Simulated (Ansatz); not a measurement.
Start from this file.

```
CELL_PARAMETERS angstrom
3.06317 0.00000 0.00000
-1.53159 2.65279 0.00000
0.00000 0.00000 7.35468
ATOMIC_POSITIONS crystal
Ta 0.00000 0.00000 0.50000
Ta 0.33333 0.66667 0.17360
Ta 0.66667 0.33333 0.82640
N 0.00000 0.00000 0.00000
```

> Give a crystallographic description of this input.

Formula: Ta₃N. It is primitive hexagonal, space group P-3m1 (No. 164). Cell content 3 Ta, 1 N; Z = 1.

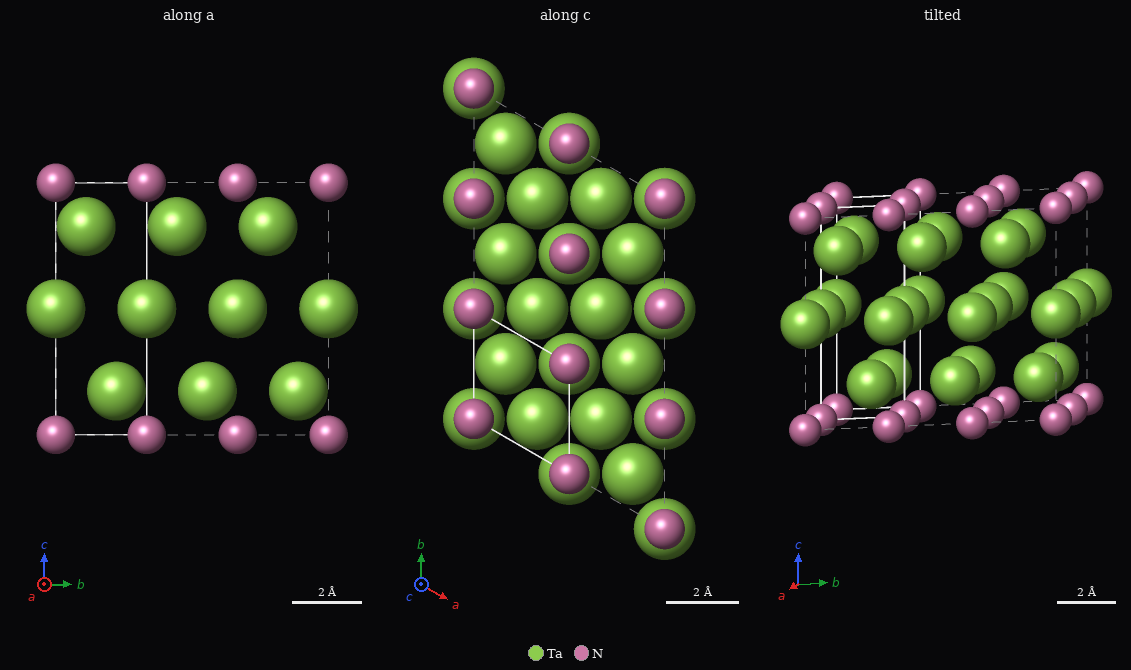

The image is a spheres-only drawing of a crystal, viewed along the a axis, along the c axis and slightly off an axis. The picture spans 2×3×1 cells, one conventional unit cell being drawn with solid lines. Colours: tantalum green, nitrogen pink.

The initial geometry was a structure listed in the Materials Project. The cell was then strained or its atoms displaced on purpose. A calculation with Ansatz used it as input.
